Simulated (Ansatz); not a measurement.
## Single-point calculation of Rh

Rh (P6₃/mmc, 6 atoms in the cell), computed with DFT PBE, scalar-relativistic, plane waves, PAW, no spin polarisation (Ansatz 0.2.0).

The structure was built on a prototype by a generator; it need not be a known phase. It belongs to a series of runs on one base structure; here: stacking ABCACB, relaxed, on a denser mesh.

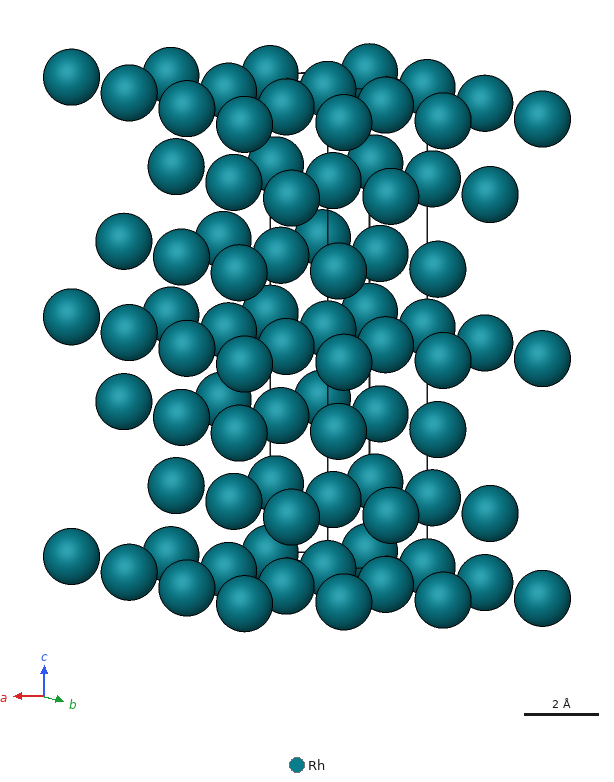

*The structure (spheres-only view of the cell of the calculation, repeated 3 × 3 × 1, seen at an oblique angle).*

The input
```yaml
crystal:
  lattice:
    - [2.7093318699, 0.0, 0.0]
    - [-1.3546659349, 2.3463502266, 0.0]
    - [0.0, 0.0, 13.2711922149]
  atoms:
    - { symbol: Rh, position: [0.0, 0.0, 0.0] }
    - { symbol: Rh, position: [0.3333333333, 0.6666666667, 0.1672708938] }
    - { symbol: Rh, position: [0.6666666667, 0.3333333333, 0.3327291062] }
    - { symbol: Rh, position: [0.0, 0.0, 0.5] }
    - { symbol: Rh, position: [0.6666666667, 0.3333333333, 0.6672708938] }
    - { symbol: Rh, position: [0.3333333333, 0.6666666667, 0.8327291062] }
basis:
  ecutwfc: 420
kpoints:
  mp_grid: { grid: [30, 30, 8] }
hamiltonian:
  xc: pbe
scf:
  occupations: { method: gaussian, width: 0.1 }
output:
  forces: true
  stress: true
  eigenvalues: true
```

Launch command:
```bash
ansatz run input.yaml --threads 1 --pin off --max-ram 2560MiB --backend cpu --events-out ev --progress --plain --runs-dir out
```

What the program printed
```
Engine: ansatz 0.2.0, aarch64-unknown-linux-gnu
Pseudopotentials: kind: paw
Pseudopotential: Rh, paw, valence charge 17, recommended cutoff 420 eV (normal), Rh.paw.azcp
Functional definition: PBE
  parameter kappa = 0.804
  parameter beta = 0.06672455060314922
  exchange = pbe_x(kappa = kappa, mu = beta*pi^2/3)
  correlation = pbe_c(beta = beta)
Crystal: 6 atoms, lattice volume = 84.366 Å³
Basis set: ecut = 420 eV, 1671 PW (Γ), exchange–correlation on 40×40×180 points (8 copies of the dense FFT grid, shifted against one another)
Bands: 62, of which v1, the nominal top of the filled ones, is band 51 counted from 1 (50 counted from 0)
Symmetry: 24 space group operations
Space group: P63/mmc (ITA 194), of the structure as read, at distance tolerance 4.4e-5 Å
k-points: 455 of 7200
Non-local potential: Rh, projectors of the file, l = 0: 3, l = 1: 2, l = 2: 2, l = 3: 1
PAW form: soft (Blöchl's): semilocal exchange-correlation on the pseudo side does not see the compensation charge
PAW one-centre angular grid: Rh, 590 points (default); XC on 64 Gauss nodes
Initial density: superposition of atomic densities (neutral atoms: chi_scale 0, normalization atom), corrected by the library's trained network
Initial wavefunctions: pseudopotential atomic-orbital guess
Functional: x = pbe(κ = 0.804, μ = 0.2195149727645171), c = pbe(β = 0.06672455060314922)
SCF iter   1: F=—  HF=-38417.277839 eV  |F-HF|=—  |Δ(HF+E_count)|=         —  Δρ=5.76e-3  dr2=3.85e-2  ethr=1.77e-3  ⟨swp⟩=5.9  Hψ=92597  notcnv=0  defer=286
preconditioner: auto → Kerker (q_TF=auto, 2.816 Å⁻¹)  [metal: Δε(μ)=0.000 eV  Ē_g=6.668 eV  σ=0.100 eV  W_gap=0.00  n_scr=28 (ndim 8)  ℏωp=29.7 eV  f_vac=0.000  D(μ)=8.54/eV (n_scr^D=108)]
SCF iter   2: F=—  HF=-38417.280329 eV  |F-HF|=—  |Δ(HF+E_count)|=   2.49e-3  Δρ=2.88e-3  dr2=1.04e-2  ethr=3.78e-5  ⟨swp⟩=1.6  Hψ=36400  notcnv=0  defer=300
SCF iter   3: F=—  HF=-38417.280754 eV  |F-HF|=—  |Δ(HF+E_count)|=   4.25e-4  Δρ=4.12e-4  dr2=3.92e-4  ethr=1.02e-5  ⟨swp⟩=1.0  Hψ=27136  notcnv=0  defer=300
SCF iter   4: F=—  HF=-38417.280750 eV  |F-HF|=—  |Δ(HF+E_count)|=   4.83e-6  Δρ=1.03e-4  dr2=4.07e-5  ethr=3.84e-7  ⟨swp⟩=1.3  Hψ=29104  notcnv=0  defer=300
SCF iter   5: F=—  HF=-38417.280656 eV  |F-HF|=—  |Δ(HF+E_count)|=   9.38e-5  Δρ=4.89e-5  dr2=4.55e-6  ethr=3.99e-8  ⟨swp⟩=1.2  Hψ=27444  notcnv=0  defer=300
SCF iter   6: F=-38417.280656 eV  HF=-38417.280656 eV  |F-HF|=5.82e-11  |Δ(HF+E_count)|=   1.74e-8  Δρ=1.25e-5  dr2=4.57e-8  ethr=9.80e-11  ⟨swp⟩=7.2  Hψ=117820  notcnv=0
SCF 1 converged in 6 iterations: F = -38417.280656 eV  dr2 = 4.57e-8
  greatest PAW one-centre occupation: 1.000 electrons in one spin orbital (limit 2), on the Rh atom at site 2 (counted from 0), in its partial waves of l = 0
```

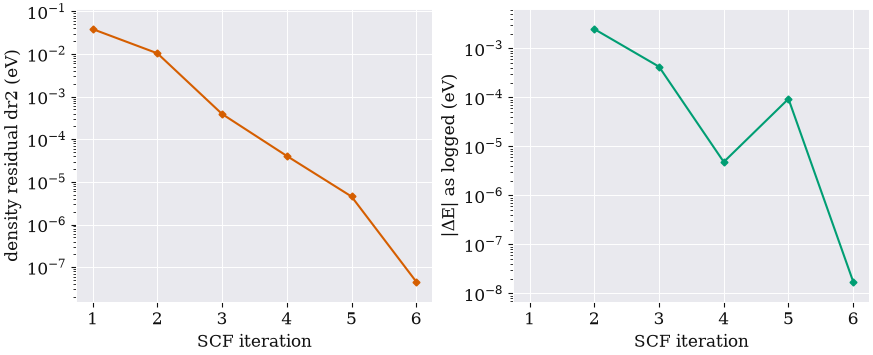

*Convergence of the self-consistent field: density residual dr2 and size of the energy change against the SCF iteration.*

The residual falls at every step.

```
SCF converged after 6 iterations
Free energy (F): -38417.280656 eV
Harris-Foulkes:  -38417.280656 eV  (|F-HF|=5.82e-11)
Internal energy: -38417.237711 eV  (E = F + TS)
E sigma→0 (E₀):  -38417.259183 eV
Entropy (-TS):   -0.042945 eV (-7.157 meV/atom)
Fermi energy:    21.770729 eV
--- Per-component energies (eV) ---
  E_band       = -567.283854
  E_kinetic    = 3436.862826
  E_local      = -9546.415828  (includes V_loc(G=0)·N_el)
  E_nonlocal   = 2127.342515
  E_hartree    = 3355.636092
  E_xc         = -1330.509717
  E_vxc        = -1670.213002  (∫ρ·V_xc dr)
  E_paw        = -21521.182711  (= ΣΔE_a)
  E_vpaw       = -1626.137917  (= ΣTr[D̂ρ^β])
  E_aug_tail   = 0.005286  (compensation charges beyond the density's cutoff)
  E_ewald      = -14938.976173
  E_smearing   = -0.042945  (= −TS)
  E_closure    = -0.000000  (closes the sum)
  Σ components = -38417.280656   (vs F -38417.280656, Δ=0.00e0)
--- Forces (eV/Å), atoms counted from 1 ---
  atom   1  Rh     0.00000000     0.00000000     0.00000000
  atom   2  Rh    -0.00000000     0.00000000     0.00069587
  atom   3  Rh     0.00000000     0.00000000    -0.00069587
  atom   4  Rh    -0.00000000    -0.00000000    -0.00000000
  atom   5  Rh     0.00000000     0.00000000     0.00069587
  atom   6  Rh    -0.00000000    -0.00000000    -0.00069587
  max |Σ_I F_I| component: 3.47e-18 eV/Å
--- Stress (GPa, compression-positive) ---
        0.061462       0.000000       0.000000
        0.000000       0.061462       0.000000
        0.000000      -0.000000      -0.075545
  P = ⅓ Tr σ = 0.0158 GPa (0.158 kbar)
--- Band table (eV; the first three rows and the last of 455) ---
  k-point 0: bands = ["-57.0551", "-57.0383", "-57.0181", "-56.9837", "-56.9652", "-56.9476", "-25.2302", "-25.0893", "-25.0363", "-24.7351", "-24.7082", "-24.6442", "-24.6442", "-24.6257", "-24.6257", "-24.6148", "-24.6148", "-24.5753", "-24.5753", "-24.5697", "-24.5697", "-24.5487", "-24.5487", "-24.5477", "13.9551", "14.9401", "14.9603", "15.8164", "15.9574", "15.9796", "18.4513", "18.4977", "18.7401", "18.7401", "18.7776", "18.8266", "18.8266", "18.8338", "18.8338", "18.9233", "18.9233", "19.0891", "19.0891", "19.2332", "19.2332", "19.8222", "19.8590", "20.5491", "20.5491", "20.5642", "20.5642", "20.9629", "20.9629", "21.4855", "21.4855", "21.7312", "21.7312", "22.2193", "22.2193", "22.5088", "30.1459", "33.8769"]
  k-point 1: bands = ["-57.0547", "-57.0396", "-57.0164", "-56.9855", "-56.9638", "-56.9480", "-25.2274", "-25.1074", "-25.0152", "-24.7642", "-24.6819", "-24.6438", "-24.6438", "-24.6276", "-24.6276", "-24.6125", "-24.6125", "-24.5787", "-24.5787", "-24.5667", "-24.5667", "-24.5507", "-24.5491", "-24.5491", "13.9724", "14.7403", "15.1664", "15.8205", "15.9476", "15.9697", "18.4494", "18.5212", "18.7356", "18.7356", "18.7702", "18.8150", "18.8150", "18.8403", "18.8403", "18.9475", "18.9475", "19.0805", "19.0805", "19.2244", "19.2244", "19.4590", "20.2579", "20.5528", "20.5528", "20.5686", "20.5686", "20.9713", "20.9713", "21.4321", "21.4321", "21.7813", "21.7813", "22.2086", "22.2086", "22.4383", "30.2356", "33.3038"]
  k-point 2: bands = ["-57.0535", "-57.0425", "-57.0122", "-56.9898", "-56.9607", "-56.9493", "-25.2192", "-25.1363", "-24.9774", "-24.8054", "-24.6490", "-24.6426", "-24.6426", "-24.6313", "-24.6313", "-24.6076", "-24.6076", "-24.5842", "-24.5842", "-24.5624", "-24.5624", "-24.5596", "-24.5503", "-24.5503", "14.0240", "14.5458", "15.3771", "15.8328", "15.9172", "15.9399", "18.4695", "18.5682", "18.7295", "18.7295", "18.7484", "18.7839", "18.7839", "18.8735", "18.8735", "18.9919", "18.9919", "19.0588", "19.0588", "19.1290", "19.1991", "19.1991", "20.5626", "20.5626", "20.5783", "20.5783", "20.6944", "20.9989", "20.9989", "21.3297", "21.3297", "21.8751", "21.8751", "22.1769", "22.1769", "22.2372", "30.4939", "32.6345"]
  k-point 454: bands = ["-56.9343", "-56.9343", "-56.9343", "-56.9343", "-56.9054", "-56.9054", "-25.0719", "-25.0719", "-25.0549", "-25.0549", "-25.0538", "-25.0538", "-24.9591", "-24.9591", "-24.9409", "-24.9409", "-24.9203", "-24.9203", "-24.7690", "-24.7690", "-24.7138", "-24.7138", "-24.7004", "-24.7004", "16.8660", "16.8660", "17.0069", "17.0069", "17.2063", "17.2063", "17.5791", "17.5791", "17.6908", "17.6908", "17.8747", "17.8747", "18.6767", "18.6767", "18.7493", "18.7493", "18.7725", "18.7725", "20.0428", "20.0428", "20.4798", "20.4798", "20.8370", "20.8370", "21.9518", "21.9518", "21.9607", "21.9607", "21.9693", "21.9693", "28.3660", "28.3660", "28.4637", "28.4637", "28.6272", "28.6272", "30.0082", "30.0082"]
```

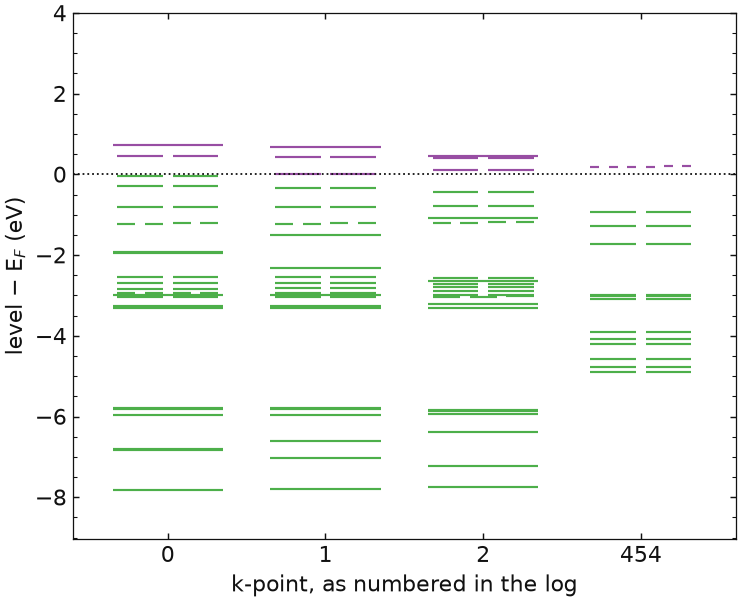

*Kohn–Sham levels near the Fermi level (dotted) at the few k-points that the log prints; levels within 0.02 eV of each other stand side by side.*

The system is metallic on the full mesh.

Summary

```json
{"quantity": "outcome", "value": "converged"}
{"quantity": "space group (tolerance 0.01 Å)", "value": "P6₃/mmc (194)"}
{"quantity": "electrons treated", "value": "102"}
{"quantity": "free energy", "value": "−38417.2807 eV"}
{"quantity": "Fermi energy", "value": "21.771 eV"}
{"quantity": "gap on the k-point mesh", "value": "none (metallic)"}
{"quantity": "pressure", "value": "0.02 GPa"}
{"quantity": "largest force (length of the vector)", "value": "0.001 eV/Å"}
{"quantity": "hardware", "value": "1 thread of Arm Neoverse V1, 24 GiB of memory available, shared host"}
{"quantity": "wall time", "value": "98 s"}
{"quantity": "peak memory", "value": "1.5 GiB"}
```
